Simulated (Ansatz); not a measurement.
**Geometry relaxation of NiSi (part 2 of 2)**

The same run, continued: NiSi (P2₁3, 16 atoms in the cell); DFT r2SCAN, scalar-relativistic, plane waves, PAW, spin-polarised (Ansatz 0.2.0); cutoff 500 eV, 8×8×8 k-mesh, Gaussian smearing of 0.1 eV, collinear spins. The structure derives from an entry of the Crystallography Open Database. It belongs to a series of runs on one base structure; here: 0 of 8 Ni sites taken by Cu, cell and atoms relaxed.

Geometry of the input (Å; fractional positions):
```
-4.4648  4.4648  0.0000
0.0000  4.4648  -4.4648
-4.4648  0.0000  -4.4648
Si 0.9235  0.9235  0.2296
Si 0.4235  0.4235  0.7296
Si 0.4235  0.7296  0.9235
Si 0.9235  0.2296  0.4235
Si 0.7296  0.9235  0.9235
Si 0.2296  0.4235  0.4235
Si 0.9235  0.4235  0.9235
Si 0.4235  0.9235  0.4235
Ni 0.5744  0.5744  0.2769
Ni 0.0744  0.0744  0.7769
Ni 0.0744  0.7769  0.5744
Ni 0.5744  0.2769  0.0744
Ni 0.7769  0.5744  0.5744
Ni 0.2769  0.0744  0.0744
Ni 0.5744  0.0744  0.5744
Ni 0.0744  0.5744  0.0744
```

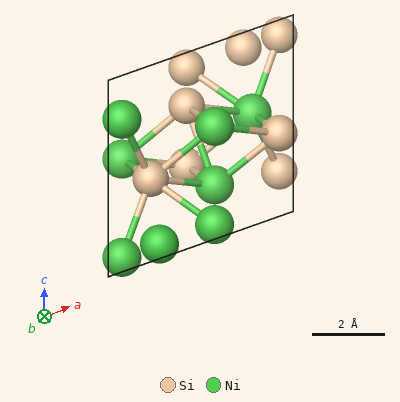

**Figure 1.** The geometry at step 2 of the log (ball-and-stick view of the cell of the calculation, along the b axis).

```
basis re-selected at this cell: Δ(F+E_penalty+E_count) = -6.221e-9 eV, ΔP = +0.000 GPa vs the last step (what re-selecting the basis moved, of the pressure what is left beyond the Pulay correction that the steps carried, after the strain that the cell walked since its last selection, with what the two solves' SCF thresholds leave and, on support functions, any second-order correction that the steps lacked; it is no measure of the basis error at this ecutwfc). This SCF's stress stands 6.89e-3 GPa from its target on what of the cell is left free (relax.cell.stress_tol is 1.50e-1 GPa) and its largest allowed force component is 4.54e-4 eV/Å (relax.f_tol is 1.50e-2 eV/Å): within both
SCF converged after 15 iterations
Stability not checked: this state was not tested for a lower state beside it, because the mixer in use, unlike msr1, does not test its closes by its own steps (another_mixer; see scf.mixing.algorithm and scf.lower_state_search)
Magnetization: 0.0000 μB (88.0000 up, 88.0000 down)
Absolute magnetization: 0.0000 μB (∫|ρ↑−ρ↓|, with the PAW one-centre terms)
Spin contamination: 0.0000 ħ² per cell (⟨S²⟩ above its minimum at these occupations)
Per-site moments (μB) at R_I (Å): [(2.7252990761498263e-9, 0.962749360947394), (2.7252990761498284e-9, 0.962749360947394), (2.725298763278343e-9, 0.962749360947394), (2.7252987632783417e-9, 0.962749360947394), (2.725299217057229e-9, 0.962749360947394), (2.7252992170572296e-9, 0.962749360947394), (2.7252989971864256e-9, 0.962749360947394), (2.725298997186424e-9, 0.9627493609473942), (3.75207038671083e-8, 0.962749360947394), (3.75207038671083e-8, 0.962749360947394), (3.7520704558001655e-8, 0.962749360947394), (3.752070455800166e-8, 0.962749360947394), (3.752070443888596e-8, 0.962749360947394), (3.7520704438885966e-8, 0.962749360947394), (3.752070449577284e-8, 0.9627493609473942), (3.752070449577282e-8, 0.962749360947394)]
Free energy (F): -51880.745502 eV
Harris-Foulkes:  -51880.745502 eV  (|F-HF|=5.82e-10)
Internal energy: -51880.722188 eV  (E = F + TS)
E sigma→0 (E₀):  -51880.733845 eV
Entropy (-TS):   -0.023314 eV (-1.457 meV/atom)
Fermi energy:    16.965690 eV
--- Per-component energies (eV) ---
  E_band       = -2496.291480
  E_kinetic    = 2637.476854
  E_local      = -34430.525203  (includes V_loc(G=0)·N_el)
  E_nonlocal   = 5327.670694
  E_hartree    = 14896.348009
  E_xc         = -1063.050035
  E_vxc        = -1370.040189  (∫ρ·V_xc dr)
  E_paw        = -17329.121052  (= ΣΔE_a)
  E_vpaw       = -4543.121333  (= ΣTr[D̂ρ^β])
  E_aug_tail   = 0.001932  (compensation charges beyond the density's cutoff)
  E_vtau       = 89.557471  (kinetic-family band-sum trace: ∫τ·v_τ [+ j·A + Jᵃ·Aᵃ] dr)
  E_ewald      = -21916.511374
  E_core_change = -3.012013  (= ΣΔE_core)
  E_smearing   = -0.023314  (= −TS)
  E_closure    = 0.000000  (closes the sum)
  Σ components = -51880.745502   (vs F -51880.745502, Δ=0.00e0)
--- Forces (eV/Å), atoms counted from 1 ---
  atom   1  Si    -0.00001799    -0.00001799    -0.00001799
  atom   2  Si    -0.00001799    -0.00001799    -0.00001799
  atom   3  Si     0.00001799     0.00001799    -0.00001799
  atom   4  Si     0.00001799     0.00001799    -0.00001799
  atom   5  Si    -0.00001799     0.00001799     0.00001799
  atom   6  Si    -0.00001799     0.00001799     0.00001799
  atom   7  Si     0.00001799    -0.00001799     0.00001799
  atom   8  Si     0.00001799    -0.00001799     0.00001799
  atom   9  Ni    -0.00045357    -0.00045357    -0.00045357
  atom  10  Ni    -0.00045357    -0.00045357    -0.00045357
  atom  11  Ni     0.00045357     0.00045357    -0.00045357
  atom  12  Ni     0.00045357     0.00045357    -0.00045357
  atom  13  Ni    -0.00045357     0.00045357     0.00045357
  atom  14  Ni    -0.00045357     0.00045357     0.00045357
  atom  15  Ni     0.00045357    -0.00045357     0.00045357
  atom  16  Ni     0.00045357    -0.00045357     0.00045357
  max |Σ_I F_I| component: 4.23e-17 eV/Å
--- Stress (GPa, compression-positive) ---
       -0.006892       0.000000      -0.000000
        0.000000      -0.006892       0.000000
       -0.000000      -0.000000      -0.006892
  P = ⅓ Tr σ = -0.0069 GPa (-0.069 kbar)
--- Band table (eV; the first three rows and the last of 70) ---
  k-point 0 ↑: bands = ["-91.0127", "-91.0082", "-91.0082", "-91.0082", "-91.0082", "-91.0068", "-91.0068", "-91.0068", "-50.0507", "-50.0507", "-50.0507", "-50.0454", "-50.0454", "-50.0454", "-50.0454", "-50.0277", "-49.9159", "-49.9159", "-49.9159", "-49.9137", "-49.9137", "-49.9137", "-49.9137", "-49.8946", "-49.8946", "-49.8863", "-49.8863", "-49.8863", "-49.8850", "-49.8850", "-49.8850", "-49.8850", "1.6881", "6.1593", "6.1593", "6.1593", "6.1593", "7.5189", "7.5189", "7.5189", "8.6089", "8.6089", "8.6089", "8.6089", "10.1170", "10.1170", "10.1170", "11.9258", "11.9258", "11.9258", "12.5561", "12.5561", "12.5654", "12.5654", "12.5654", "12.5654", "12.5709", "12.8332", "12.8332", "12.8332", "12.8332", "12.9093", "12.9093", "12.9093", "13.2960", "13.2960", "13.2960", "14.0860", "14.0860", "14.0860", "14.0860", "14.1162", "14.1162", "14.1162", "14.1162", "14.4367", "14.4367", "14.4367", "14.5347", "14.5347", "15.0066", "15.0066", "15.0066", "15.0066", "15.2064", "15.2064", "15.2064", "18.1278", "18.1278", "18.1278", "18.3641", "18.3641", "19.0439", "19.0439", "19.0439", "20.6550", "21.6142", "21.6142", "21.6142", "21.6142", "21.7697", "21.7697", "21.7697", "21.7808", "21.7808", "21.7808", "21.7808", "23.7875", "23.7875", "23.7875", "23.7875", "24.7106", "24.7106", "24.7106", "25.1492", "25.1492"]
  k-point 1 ↑: bands = ["-91.0125", "-91.0088", "-91.0086", "-91.0078", "-91.0077", "-91.0073", "-91.0068", "-91.0063", "-50.0525", "-50.0506", "-50.0484", "-50.0474", "-50.0470", "-50.0438", "-50.0433", "-50.0282", "-49.9192", "-49.9162", "-49.9160", "-49.9156", "-49.9126", "-49.9116", "-49.9109", "-49.8942", "-49.8941", "-49.8872", "-49.8870", "-49.8862", "-49.8861", "-49.8854", "-49.8842", "-49.8840", "1.7784", "5.5546", "5.8471", "6.3428", "6.5967", "6.9221", "7.3831", "8.0867", "8.2627", "8.5029", "9.1036", "9.3282", "9.7134", "10.2517", "10.6180", "11.3336", "11.8959", "12.2477", "12.4131", "12.4917", "12.5362", "12.5797", "12.5981", "12.6463", "12.6487", "12.7690", "12.8653", "12.8771", "12.9036", "12.9150", "12.9170", "12.9455", "13.2021", "13.2946", "13.4625", "13.9173", "14.0062", "14.0325", "14.0569", "14.0878", "14.1441", "14.1588", "14.2091", "14.3191", "14.4002", "14.5024", "14.5218", "14.5807", "14.8967", "14.9348", "15.0598", "15.1597", "15.2146", "15.2169", "15.4218", "17.4449", "17.7552", "17.9662", "18.4114", "18.4609", "19.1294", "19.2704", "19.6831", "20.3232", "20.9091", "20.9626", "20.9743", "21.1579", "21.4781", "21.5456", "21.8946", "22.0123", "22.1429", "22.5783", "22.6513", "23.0388", "23.1867", "23.4553", "24.0358", "24.1792", "24.4687", "24.5640", "24.6984", "25.2777"]
  k-point 2 ↑: bands = ["-91.0121", "-91.0094", "-91.0089", "-91.0079", "-91.0074", "-91.0071", "-91.0068", "-91.0061", "-50.0536", "-50.0504", "-50.0496", "-50.0481", "-50.0462", "-50.0429", "-50.0406", "-50.0296", "-49.9216", "-49.9189", "-49.9167", "-49.9163", "-49.9101", "-49.9101", "-49.9072", "-49.8934", "-49.8924", "-49.8898", "-49.8877", "-49.8875", "-49.8870", "-49.8845", "-49.8840", "-49.8834", "2.0478", "4.7002", "5.6735", "6.3581", "6.4093", "7.0837", "7.1194", "8.1118", "8.2896", "8.8407", "9.7039", "9.7640", "10.3476", "10.4591", "10.6229", "11.0080", "11.8387", "12.1586", "12.2526", "12.4106", "12.4508", "12.6047", "12.6721", "12.7108", "12.7182", "12.8122", "12.8703", "12.9153", "12.9657", "12.9723", "13.0346", "13.0393", "13.1852", "13.3194", "13.6187", "13.6856", "13.8560", "13.9754", "13.9764", "14.0171", "14.1719", "14.2018", "14.2383", "14.2923", "14.3043", "14.4442", "14.4675", "14.6408", "14.8261", "14.9440", "15.0160", "15.2153", "15.3354", "15.5835", "15.6542", "16.9197", "17.2826", "17.4963", "18.5404", "18.6794", "19.0389", "19.2553", "19.6134", "20.1459", "20.2575", "20.4148", "20.5725", "20.8043", "20.8444", "21.0305", "21.6234", "21.7015", "21.8334", "22.3010", "22.5102", "23.1790", "23.4047", "23.8039", "23.8689", "23.9715", "24.0709", "24.9916", "25.1430", "25.3218"]
  k-point 34 ↓: bands = ["-91.0100", "-91.0100", "-91.0100", "-91.0100", "-91.0064", "-91.0064", "-91.0064", "-91.0064", "-50.0521", "-50.0521", "-50.0521", "-50.0521", "-50.0380", "-50.0380", "-50.0380", "-50.0380", "-49.9213", "-49.9213", "-49.9213", "-49.9213", "-49.9016", "-49.9016", "-49.9016", "-49.9016", "-49.8902", "-49.8902", "-49.8902", "-49.8902", "-49.8846", "-49.8846", "-49.8846", "-49.8846", "3.9790", "3.9790", "3.9790", "3.9790", "7.3862", "7.3862", "7.3936", "7.3936", "10.0142", "10.0142", "10.2837", "10.2837", "10.6481", "10.6481", "11.1399", "11.1399", "11.8155", "11.8155", "12.0155", "12.0155", "12.3407", "12.3407", "12.4360", "12.4360", "12.8058", "12.8058", "12.9687", "12.9687", "13.1085", "13.1085", "13.3242", "13.3242", "13.4599", "13.4599", "13.5076", "13.5076", "13.7658", "13.7658", "13.7951", "13.7951", "14.1391", "14.1391", "14.1462", "14.1462", "14.4881", "14.4881", "14.5291", "14.5291", "14.8330", "14.8330", "14.9429", "14.9429", "16.1575", "16.1575", "16.5175", "16.5175", "17.6477", "17.6477", "17.7638", "17.7638", "18.1435", "18.1435", "18.3358", "18.3358", "19.0838", "19.0838", "19.1556", "19.1556", "21.3352", "21.3352", "21.4326", "21.4326", "23.2498", "23.2498", "23.6482", "23.6482", "24.1270", "24.1270", "24.2775", "24.2775", "24.8650", "24.8650", "25.1906", "25.1906"]
--- Relaxed structure (1 steps of the walk, 1 accepted, 1 SCFs on fresh bases) ---
  F+E_penalty+E_count = -51880.74550178 eV   max|allowed force component| = 4.536e-4 eV/Å   (the final SCF, on the basis selected at the relaxed cell)
  cell:  # Å, volume = 178.0084 Å³
    - [-4.4648149381, 4.4648149381, 0.0]
    - [0.0, 4.4648149381, -4.4648149381]
    - [-4.4648149381, 0.0, -4.4648149381]
  atoms:
    - { symbol: Si, position: [0.923460526925, 0.9234605269249999, 0.22961841922500004] }
    - { symbol: Si, position: [0.4234605269249999, 0.423460526925, 0.7296184192250001] }
    - { symbol: Si, position: [0.423460526925, 0.729618419225, 0.9234605269249999] }
    - { symbol: Si, position: [0.923460526925, 0.22961841922499993, 0.423460526925] }
    - { symbol: Si, position: [0.729618419225, 0.9234605269249999, 0.9234605269249999] }
    - { symbol: Si, position: [0.22961841922499993, 0.423460526925, 0.423460526925] }
    - { symbol: Si, position: [0.923460526925, 0.42346052692500014, 0.9234605269249999] }
    - { symbol: Si, position: [0.423460526925, 0.923460526925, 0.423460526925] }
    - { symbol: Ni, position: [0.574362598075, 0.574362598075, 0.2769122057750001] }
    - { symbol: Ni, position: [0.07436259807500001, 0.07436259807500001, 0.7769122057749999] }
    - { symbol: Ni, position: [0.07436259807500012, 0.7769122057749998, 0.574362598075] }
    - { symbol: Ni, position: [0.5743625980750001, 0.276912205775, 0.07436259807500001] }
    - { symbol: Ni, position: [0.7769122057749998, 0.574362598075, 0.574362598075] }
    - { symbol: Ni, position: [0.276912205775, 0.07436259807500001, 0.07436259807500001] }
    - { symbol: Ni, position: [0.574362598075, 0.07436259807500012, 0.574362598075] }
    - { symbol: Ni, position: [0.07436259807500001, 0.5743625980750001, 0.07436259807500001] }
--- Löwdin populations: 16 sites ---
  site symbol       q [e]    m [muB]
     0     Si      4.2314     0.0000
     1     Si      4.2314     0.0000
     2     Si      4.2314     0.0000
     3     Si      4.2314     0.0000
     4     Si      4.2314     0.0000
     5     Si      4.2314     0.0000
     6     Si      4.2314     0.0000
     7     Si      4.2314     0.0000
     8     Ni     17.4925     0.0000
     9     Ni     17.4925     0.0000
    10     Ni     17.4925     0.0000
    11     Ni     17.4925     0.0000
    12     Ni     17.4925     0.0000
    13     Ni     17.4925     0.0000
    14     Ni     17.4925     0.0000
    15     Ni     17.4925     0.0000
  spilling = 0.012549 (of n_electrons = 176.000000)
```

File populations.tsv
```
# site	symbol	l	j	q_up	q_dn
# orbitals = lowdin
# n_electrons = 176.000000
# spilling = 0.012549
0	Si	0_3S	-	0.649384	0.649384
0	Si	1_3P	-	1.466336	1.466336
1	Si	0_3S	-	0.649384	0.649384
1	Si	1_3P	-	1.466336	1.466336
2	Si	0_3S	-	0.649384	0.649384
2	Si	1_3P	-	1.466336	1.466336
3	Si	0_3S	-	0.649384	0.649384
3	Si	1_3P	-	1.466336	1.466336
4	Si	0_3S	-	0.649384	0.649384
4	Si	1_3P	-	1.466336	1.466336
5	Si	0_3S	-	0.649384	0.649384
5	Si	1_3P	-	1.466336	1.466336
6	Si	0_3S	-	0.649384	0.649384
6	Si	1_3P	-	1.466336	1.466336
7	Si	0_3S	-	0.649384	0.649384
7	Si	1_3P	-	1.466336	1.466336
8	Ni	0_3S	-	0.993792	0.993792
8	Ni	0_4S	-	0.268238	0.268238
8	Ni	1_3P	-	2.997447	2.997447
8	Ni	2_3D	-	4.486763	4.486763
9	Ni	0_3S	-	0.993792	0.993792
9	Ni	0_4S	-	0.268238	0.268238
9	Ni	1_3P	-	2.997447	2.997447
9	Ni	2_3D	-	4.486763	4.486763
10	Ni	0_3S	-	0.993792	0.993792
10	Ni	0_4S	-	0.268238	0.268238
10	Ni	1_3P	-	2.997447	2.997447
10	Ni	2_3D	-	4.486763	4.486763
11	Ni	0_3S	-	0.993792	0.993792
11	Ni	0_4S	-	0.268238	0.268238
11	Ni	1_3P	-	2.997447	2.997447
11	Ni	2_3D	-	4.486763	4.486763
12	Ni	0_3S	-	0.993792	0.993792
12	Ni	0_4S	-	0.268238	0.268238
12	Ni	1_3P	-	2.997447	2.997447
12	Ni	2_3D	-	4.486763	4.486763
13	Ni	0_3S	-	0.993792	0.993792
13	Ni	0_4S	-	0.268238	0.268238
13	Ni	1_3P	-	2.997447	2.997447
13	Ni	2_3D	-	4.486763	4.486763
14	Ni	0_3S	-	0.993792	0.993792
14	Ni	0_4S	-	0.268238	0.268238
14	Ni	1_3P	-	2.997447	2.997447
14	Ni	2_3D	-	4.486763	4.486763
15	Ni	0_3S	-	0.993792	0.993792
15	Ni	0_4S	-	0.268238	0.268238
15	Ni	1_3P	-	2.997447	2.997447
15	Ni	2_3D	-	4.486763	4.486763
```

Trajectory as extended XYZ (Å, eV, eV/Å), 2 frames, from step=1 to step=2
```
16
Lattice="-4.4648 4.4648 0.0000 0.0000 4.4648 -4.4648 -4.4648 0.0000 -4.4648" Properties=species:S:1:pos:R:3:forces:R:3 step=1 energy=-51880.74550 pressure_GPa=-0.01
Si   -5.1483    8.2462   -5.1483    0.0000   0.0000   0.0000
Si   -5.1483    3.7813   -5.1483    0.0000   0.0000   0.0000
Si   -6.0138    5.1483   -7.3807    0.0000   0.0000   0.0000
Si   -6.0138    5.1483   -2.9159    0.0000   0.0000   0.0000
Si   -7.3807    7.3807   -8.2462    0.0000   0.0000   0.0000
Si   -2.9159    2.9159   -3.7813    0.0000   0.0000   0.0000
Si   -8.2462    6.0138   -6.0138    0.0000   0.0000   0.0000
Si   -3.7813    6.0138   -6.0138    0.0000   0.0000   0.0000
Ni   -3.8008    5.1288   -3.8008   -0.0005  -0.0005  -0.0005
Ni   -3.8008    0.6640   -3.8008   -0.0005  -0.0005  -0.0005
Ni   -2.8964    3.8008   -6.0332    0.0005   0.0005  -0.0005
Ni   -2.8964    3.8008   -1.5684    0.0005   0.0005  -0.0005
Ni   -6.0332    6.0332   -5.1288   -0.0005   0.0005   0.0005
Ni   -1.5684    1.5684   -0.6640   -0.0005   0.0005   0.0005
Ni   -5.1288    2.8964   -2.8964    0.0005  -0.0005   0.0005
Ni   -0.6640    2.8964   -2.8964    0.0005  -0.0005   0.0005
16
Lattice="-4.4648 4.4648 0.0000 0.0000 4.4648 -4.4648 -4.4648 0.0000 -4.4648" Properties=species:S:1:pos:R:3:forces:R:3 step=2 energy=-51880.74550 pressure_GPa=-0.01
Si   -5.1483    8.2462   -5.1483    0.0000   0.0000   0.0000
Si   -5.1483    3.7813   -5.1483    0.0000   0.0000   0.0000
Si   -6.0138    5.1483   -7.3807    0.0000   0.0000   0.0000
Si   -6.0138    5.1483   -2.9159    0.0000   0.0000   0.0000
Si   -7.3807    7.3807   -8.2462    0.0000   0.0000   0.0000
Si   -2.9159    2.9159   -3.7813    0.0000   0.0000   0.0000
Si   -8.2462    6.0138   -6.0138    0.0000   0.0000   0.0000
Si   -3.7813    6.0138   -6.0138    0.0000   0.0000   0.0000
Ni   -3.8008    5.1288   -3.8008   -0.0005  -0.0005  -0.0005
Ni   -3.8008    0.6640   -3.8008   -0.0005  -0.0005  -0.0005
Ni   -2.8964    3.8008   -6.0332    0.0005   0.0005  -0.0005
Ni   -2.8964    3.8008   -1.5684    0.0005   0.0005  -0.0005
Ni   -6.0332    6.0332   -5.1288   -0.0005   0.0005   0.0005
Ni   -1.5684    1.5684   -0.6640   -0.0005   0.0005   0.0005
Ni   -5.1288    2.8964   -2.8964    0.0005  -0.0005   0.0005
Ni   -0.6640    2.8964   -2.8964    0.0005  -0.0005   0.0005
```

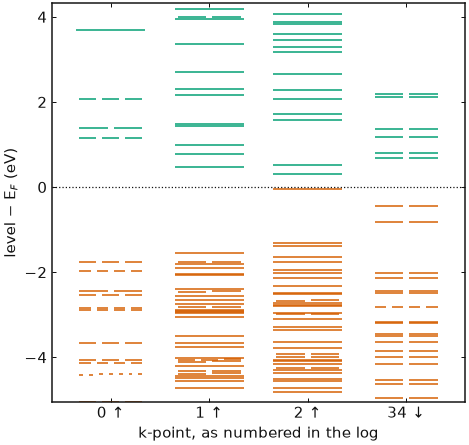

**Figure 2.** Kohn–Sham levels near the Fermi level (dotted) at the few k-points that the log prints; levels within 0.02 eV of each other stand side by side. The system is metallic on the full mesh.

Key numbers

| quantity | value |
| --- | --- |
| outcome | converged |
| space group (tolerance 0.01 Å) | P2₁3 (198) |
| electrons treated | 176 |
| free energy | −51880.7455 eV |
| Fermi energy | 16.966 eV |
| gap on the k-point mesh | none (metallic) |
| net moment of the cell | 0.00 μB |
| integrated absolute moment | 0.00 μB |
| pressure | −0.01 GPa |
| final volume | 178.01 Å³ |
| largest force (length of the vector) at the end | 0.001 eV/Å |
| final cell | a = 6.314 Å, b = 6.314 Å, c = 6.314 Å, α = 60.00°, β = 60.00°, γ = 60.00° |
| hardware | 2 threads of Intel Xeon (Sapphire Rapids), 32 GiB of memory available, shared host |
| wall time | 8.1 min (CPU time 16 min) |
| peak memory | 1.9 GiB |

Remarks

The electronic state found may not be the lowest one. Warnings of the run: some starting moments were not kept.
